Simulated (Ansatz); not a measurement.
Geometry optimisation.

Program: Ansatz.

```
crystal:
  lattice:
    - [0.0, 2.8589414393, 2.8589414393]
    - [2.8589414393, 0.0, 2.8589414393]
    - [2.8589414393, 2.8589414393, 0.0]
  atoms:
    - { symbol: Ca, position: [0.0, 0.0, 0.0] }
    - { symbol: Se, position: [0.5, 0.5, 0.5] }
kpoints:
  mp_grid: { grid: [12, 12, 12] }
scf:
  occupations: { method: fermi_dirac, width: 0.03 }
hamiltonian:
  xc: pbe
  pseudopotentials: { kind: paw }
output:
  forces: true
  stress: true
relax:
  f_tol: 0.005
  max_steps: 80
  cell: {}
```

How does the optimisation go?

The optimisation met its thresholds at geometry 4, counting the start as the first. The energy fell by about 66 meV/atom from the first step to the last. All forces vanish by symmetry, so only the cell moves. The volume grows from 23.4 to 26.4 Å³ per atom (+13 %), overshooting to 27.0 at step 2, as the pressure goes from 7.6 GPa to about 0 GPa.

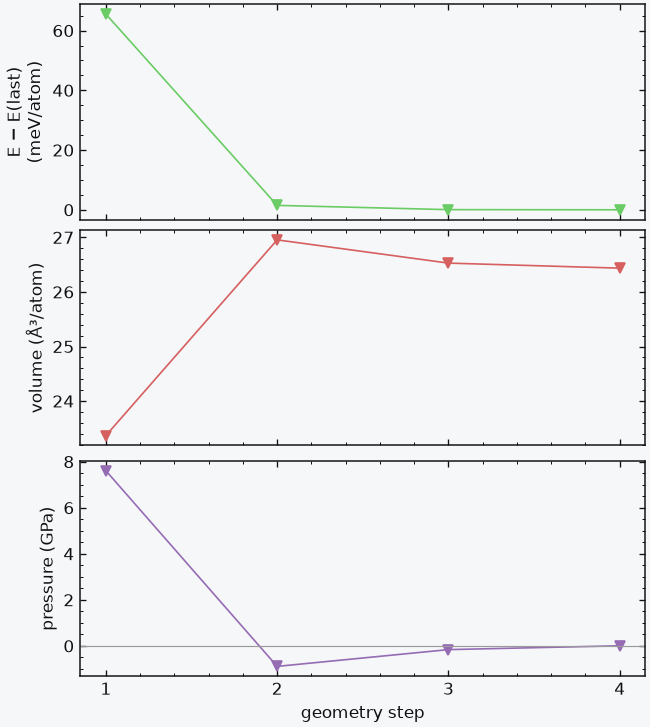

History of the run, step by step. Atoms and cell relax. A closing SCF on a freshly chosen basis isn't drawn.
